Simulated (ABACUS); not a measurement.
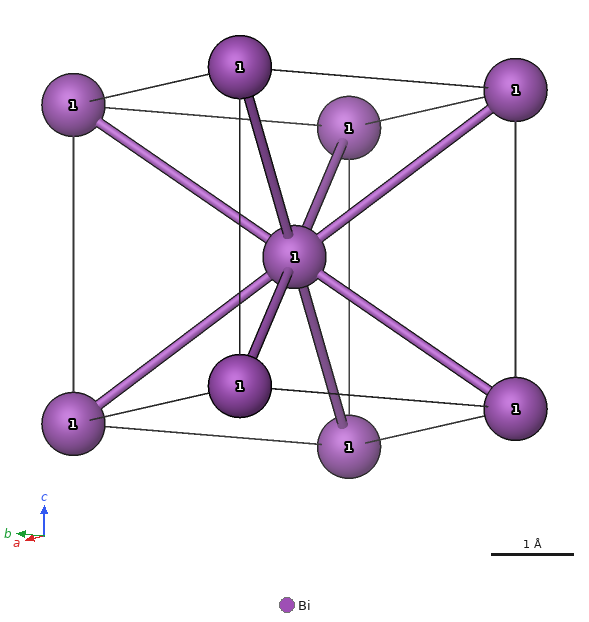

Figure 1. The structure (ball-and-stick view of the cell 2 times as large as that of the calculation, set on its symmetry axes, seen at an oblique angle; atoms are numbered from 1 in the order of the input). Near neighbours in the crystal (not all of them lie inside the picture): Bi has 8 Bi at 3.43 Å.

**Run report: Bi, band-structure run (part 1 of 2)**

System: Bi (Im-3m, 1 atom in the cell).
Method: Kohn-Sham DFT of a periodic cell, r2SCAN, SG15 ONCV 1.2 PBE, no spin polarisation (ABACUS 3.10.1).

The structure derives from a Materials Project entry.

## The input
```
INPUT_PARAMETERS
suffix              Bi
calculation         scf
basis_type          lcao
pseudo_dir          ./
orbital_dir         ./
symmetry            1
dft_functional      MGGA_X_R2SCAN+MGGA_C_R2SCAN
ecutwfc             100
pseudo_rcut         10
nspin               1
nbands              18
ks_solver           genelpa
smearing_method     fd
smearing_sigma      0.00367493
scf_thr             1e-07
scf_nmax            100
mixing_type         broyden
mixing_beta         0.7
cal_force           1
cal_stress          1
mixing_tau          1
out_mul             1
out_chg             1
out_pot             2
out_elf             1
```

## File STRU
```
ATOMIC_SPECIES
Bi 208.9804 Bi_ONCV_PBE-1.2.upf

NUMERICAL_ORBITAL
Bi_confined-atom_8au_2s2p2d.orb

LATTICE_CONSTANT
1.8897261246

LATTICE_VECTORS
-1.9814305318 1.9814305318 1.9814305318
1.9814305318 -1.9814305318 1.9814305318
1.9814305318 1.9814305318 -1.9814305318

ATOMIC_POSITIONS
Direct

Bi
0.0
1
0.0000000000 0.0000000000 0.0000000000 1 1 1
```

## File KPT
```
K_POINTS
0
Gamma
7 7 7 0 0 0
```

Run as:
```bash
OMP_NUM_THREADS=1 mpirun -np 4 abacus > log
```

## Output
```
ABACUS v3.10.1

               Atomic-orbital Based Ab-initio Computation at UStc

 ------------------------------------------------------------------------------------

 READING GENERAL INFORMATION
                           global_out_dir = OUT.Bi/
                           global_in_card = INPUT
                               pseudo_dir = ./
                              orbital_dir = ./
                                    DSIZE = 4
                                    GSIZE = 1

 READING UNITCELL INFORMATION
                                    ntype = 1
                  lattice constant (Bohr) = 1.88973
              lattice constant (Angstrom) = 1

 READING ATOM TYPE 1
                               atom label = Bi
                      L=0, number of zeta = 2
                      L=1, number of zeta = 2
                      L=2, number of zeta = 2
             number of atom for this type = 1

                        TOTAL ATOM NUMBER = 1
DIRECT COORDINATES
    atom                   x                   y                   z     mag                  vx                  vy                  vz
taud_Bi1            0.0000000000        0.0000000000        0.0000000000  0.0000        0.0000000000        0.0000000000        0.0000000000

                          Volume (Bohr^3) = 209.987
                             Volume (A^3) = 31.1169

 Lattice vectors: (Cartesian coordinate: in unit of a_0)
             -1.98143            +1.98143            +1.98143
             +1.98143            -1.98143            +1.98143
             +1.98143            +1.98143            -1.98143
 Reciprocal vectors: (Cartesian coordinate: in unit of 2 pi/a_0)
                   +0           +0.252343           +0.252343
            +0.252343                  +0           +0.252343
            +0.252343           +0.252343                  +0
 The esolver type has been set to : ksdft_lcao

                PAO radial cut off (Bohr) = 10

 Read in pseudopotential file is Bi_ONCV_PBE-1.2.upf
                     pseudopotential type = NC
          exchange-correlation functional = PBE
                 nonlocal core correction = 0
                        valence electrons = 15
                                     lmax = 3
                           number of zeta = 0
                     number of projectors = 8
                           L of projector = 0
                           L of projector = 0
                           L of projector = 1
                           L of projector = 1
                           L of projector = 2
                           L of projector = 2
                           L of projector = 3
                           L of projector = 3
 XC functional updated to : MGGA_X_R2SCAN+MGGA_C_R2SCAN
          exchange-correlation functional = MGGA_X_R2SCAN+MGGA_C_R2SCAN
     initial pseudo atomic orbital number = 0

 SETUP THE ELECTRONS NUMBER
            electron number of element Bi = 15
      total electron number of element Bi = 15
            AUTOSET number of electrons:  = 15
                           occupied bands = 8
                                   NLOCAL = 18
                                   NBANDS = 18
                                   NBANDS = 18
                                   NLOCAL = 18

%%%%%%%%%%%%%%%%%%%%%%%%%%%%%%%%%%%%%%%%%%%%%%%%%%%%%%%%%%%%%%%%%%%%%%%%%%%%%%%%%%%%%%%%%%%%%%%%%%%%%%%%%%
 Warning: the number of valence electrons in pseudopotential > 5 for Bi: [Xe] 4f14 5d10 6s2 6p3
 Pseudopotentials with additional electrons can yield (more) accurate outcomes, but may be less efficient.
 If you're confident that your chosen pseudopotential is appropriate, you can safely ignore this warning.
%%%%%%%%%%%%%%%%%%%%%%%%%%%%%%%%%%%%%%%%%%%%%%%%%%%%%%%%%%%%%%%%%%%%%%%%%%%%%%%%%%%%%%%%%%%%%%%%%%%%%%%%%%

 SETUP THE PLANE WAVE BASIS
 energy cutoff for charge/potential (unit:Ry) = 400
            fft grid for charge/potential = [ 45, 45, 45 ]
                        fft grid division = [ 3, 3, 3 ]
        big fft grid for charge/potential = [ 15, 15, 15 ]
                                     nbxx = 900
                                     nrxx = 24300

 SETUP PLANE WAVES FOR CHARGE/POTENTIAL
                    number of plane waves = 28483
                         number of sticks = 1259

 PARALLEL PW FOR CHARGE/POTENTIAL
     PROC   COLUMNS(POT)             PW
        1            315           7122
        2            314           7119
        3            315           7121
        4            315           7121
 --------------- sum -------------------
        4           1259          28483
                            number of |g| = 258
                                  max |g| = 36.1685
                                  min |g| = 0.127354

----------- Double Check Mixing Parameters Begin ------------
mixing_type: broyden
mixing_beta: 0.7
mixing_gg0: 1
mixing_gg0_min: 0.1
mixing_ndim: 8
----------- Double Check Mixing Parameters End ------------

 LATTICE VECTORS: (CARTESIAN COORDINATE: IN UNIT OF A0)
             -1.98143            +1.98143            +1.98143
             +1.98143            -1.98143            +1.98143
             +1.98143            +1.98143            -1.98143
                       right hand lattice = 1
                                   NORM_A = 3.43194
                                   NORM_B = 3.43194
                                   NORM_C = 3.43194
                           ALPHA (DEGREE) = 109.471
                           BETA  (DEGREE) = 109.471
                           GAMMA (DEGREE) = 109.471

 The lattice vectors have been changed (STRU_SIMPLE.cif)

(for optimal symmetric configuration:)
                             BRAVAIS TYPE = 2
                     BRAVAIS LATTICE NAME = 02. Cubic I (body-centered)
                                    ibrav = 2
                                    IBRAV = 2
                                  BRAVAIS = BODY CENTERED CUBIC
                       LATTICE CONSTANT A = 3.96286
Original cell was already a primitive cell.
                        ROTATION MATRICES = 48
              PURE POINT GROUP OPERATIONS = 48
                   SPACE GROUP OPERATIONS = 48
                              POINT GROUP = O_h
               POINT GROUP IN SPACE GROUP = O_h

 SETUP K-POINTS
                                    nspin = 1
                   Input type of k points = Monkhorst-Pack(Gamma)
                                   nkstot = 343
                       right hand lattice = 1
(for reciprocal lattice: )
                             BRAVAIS TYPE = 3
                     BRAVAIS LATTICE NAME = 03. Cubic F (face-centered)
                                    ibrav = 3
                       right hand lattice = 1
(for k-lattice: )
                             BRAVAIS TYPE = 3
                     BRAVAIS LATTICE NAME = 03. Cubic F (face-centered)
                                    ibrav = 3
                       right hand lattice = 1
                        ROTATION MATRICES = 48
                               nkstot_ibz = 20
K-POINTS REDUCTION ACCORDING TO SYMMETRY
     IBZ    DIRECT_X    DIRECT_Y    DIRECT_Z  WEIGHT  ibz2bz
       1  0.00000000  0.00000000  0.00000000  0.0029       0
       2 -0.14285714  0.14285714  0.00000000  0.0350       1
       3 -0.28571429  0.28571429  0.00000000  0.0350       2
       4 -0.42857143  0.42857143  0.00000000  0.0350       3
       5 -0.14285714 -0.14285714  0.28571429  0.0700       8
       6 -0.14285714 -0.28571429  0.42857143  0.1399       9
       7  0.42857143  0.42857143  0.14285714  0.0700      10
       8  0.42857143  0.28571429  0.28571429  0.0700      16
       9 -0.14285714 -0.14285714  0.42857143  0.0233      57
      10  0.42857143  0.28571429  0.14285714  0.0700      58
      11 -0.14285714  0.14285714  0.14285714  0.0175      62
      12  0.28571429  0.28571429  0.28571429  0.0233      65
      13  0.28571429  0.14285714 -0.28571429  0.0700      68
      14 -0.42857143  0.42857143  0.14285714  0.0700      74
      15 -0.42857143  0.28571429  0.28571429  0.0700      75
      16  0.42857143  0.28571429  0.42857143  0.0700      81
      17  0.28571429  0.28571429 -0.28571429  0.0175     117
      18 -0.42857143  0.42857143  0.28571429  0.0700     123
      19  0.42857143  0.42857143  0.42857143  0.0233     130
      20 -0.42857143  0.42857143  0.42857143  0.0175     172

                               nkstot now = 20
[... K-POINTS DIRECT COORDINATES: 20 rows ...]

           k-point number in this process = 20
       minimum distributed K point number = 20
[... stars of the k points ...]

[... K-POINTS CARTESIAN COORDINATES: 20 rows ...]

[... K-POINTS DIRECT COORDINATES: 20 rows ...]

 SETUP PLANE WAVES FOR WAVE FUNCTIONS
     energy cutoff for wavefunc (unit:Ry) = 100
              fft grid for wave functions = [ 45, 45, 45 ]
                    number of plane waves = 5017
                         number of sticks = 399

 PARALLEL PW FOR WAVE FUNCTIONS
     PROC   COLUMNS(POT)             PW
        1            100           1255
        2             99           1254
        3            101           1254
        4             99           1254
 --------------- sum -------------------
        4            399           5017

 SET NONLOCAL PSEUDOPOTENTIAL PROJECTORS
 max number of nonlocal projetors among all species is 8

 -------------------------------------------
 SELF-CONSISTENT
 -------------------------------------------

 SETUP SEARCHING RADIUS FOR PROGRAM TO SEARCH ADJACENT ATOMS
                  longest orb rcut (Bohr) = 8
   longest nonlocal projector rcut (Bohr) = 3.76
                     search radius (Bohr) = 23.5
              searching radius is (Bohr)) = 23.5
         searching radius unit is (Bohr)) = 1.89
                         PeriodicBoundary = 1
                        Radius(unit:lat0) = 12.4
                                   glayer = [ 6, 6, 6 ]
                             glayer_minus = [ 5, 5, 5 ]

Find the coordinate range of the input atom(unit:lat0).
                                  min_tau = [ -29.7, -29.7, -29.7 ]
                                  max_tau = [ 29.7, 29.7, 29.7 ]
                                BoxNumber = [ 11, 11, 11 ]

 SETUP EXTENDED REAL SPACE GRID FOR GRID INTEGRATION
                          real space grid = [ 45, 45, 45 ]
                 big cell numbers in grid = [ 15, 15, 15 ]
             meshcell numbers in big cell = [ 3, 3, 3 ]
                        extended fft grid = [ 23, 23, 23 ]
                dimension of extened grid = [ 62, 62, 62 ]
                            UnitCellTotal = 125
              Atom number in sub-FFT-grid = 1
    Local orbitals number in sub-FFT-grid = 18
                                ParaV.nnr = 12069
                                 init_chg = atomic

 LCAO ALGORITHM --------------- ION=   1  ELEC=   1--------------------------------

 Density error is 0.0153084432058
----------------------------------------------------------
     Energy           Rydberg                 eV
----------------------------------------------------------
 E_KohnSham     -135.1768889684      -1839.1759278837
 E_Harris       -134.7543922890      -1833.4275656581
 E_Fermi        0.8941606767         12.1656801302
----------------------------------------------------------

 LCAO ALGORITHM --------------- ION=   1  ELEC=   2--------------------------------

 Density error is 0.00303575415365
----------------------------------------------------------
     Energy           Rydberg                 eV
----------------------------------------------------------
 E_KohnSham     -135.2030371777      -1839.5316925227
 E_Harris       -134.9657612910      -1836.3033884649
 E_Fermi        0.8917028321         12.1322394399
----------------------------------------------------------

 LCAO ALGORITHM --------------- ION=   1  ELEC=   3--------------------------------

 Density error is 0.00119339316713
----------------------------------------------------------
     Energy           Rydberg                 eV
----------------------------------------------------------
 E_KohnSham     -135.2046087312      -1839.5530746053
 E_Harris       -135.1406270007      -1838.6825585027
 E_Fermi        0.8912487822         12.1260617738
----------------------------------------------------------
```
